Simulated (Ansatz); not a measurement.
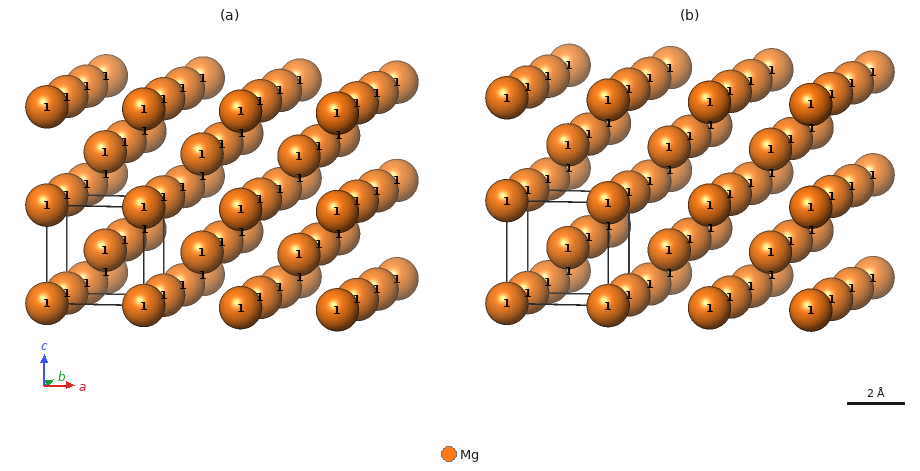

Left: a symmetric starting cell of Mg (made from another compound by putting Mg in place of Cd). Right: the same structure after one change, at the same scale. The picture is a spheres-only view of the conventional cell (2 times the calculation's cell), repeated 3 × 3 × 2 with one cell outlined, seen slightly off an axis. Lengths and directions refer to the drawn axes.

Theory: Ansatz, DFT PBE, scalar-relativistic, plane waves, PAW. (plane-wave cutoff 420 eV; k-point mesh 16 × 16 × 16; occupations gaussian; smearing width 0.1 eV; no spin polarisation)

### What was changed?

All lengths are scaled by +4.6 % (volume +14.5 %), the atoms keeping their fractional coordinates. No relaxation follows. The starting cell wasn't computed here and needn't be at equilibrium, so pressure and forces aren't due to the change alone.

### How do the computed properties respond?

Among the bonded contacts that change: Mg–Mg 3.052 → 3.193 Å. The space group stays Im-3m (No. 229). The pressure is −2.5 GPa (not all of it need come from the change, since the unchanged cell can be under pressure at this level too). All forces vanish by symmetry.
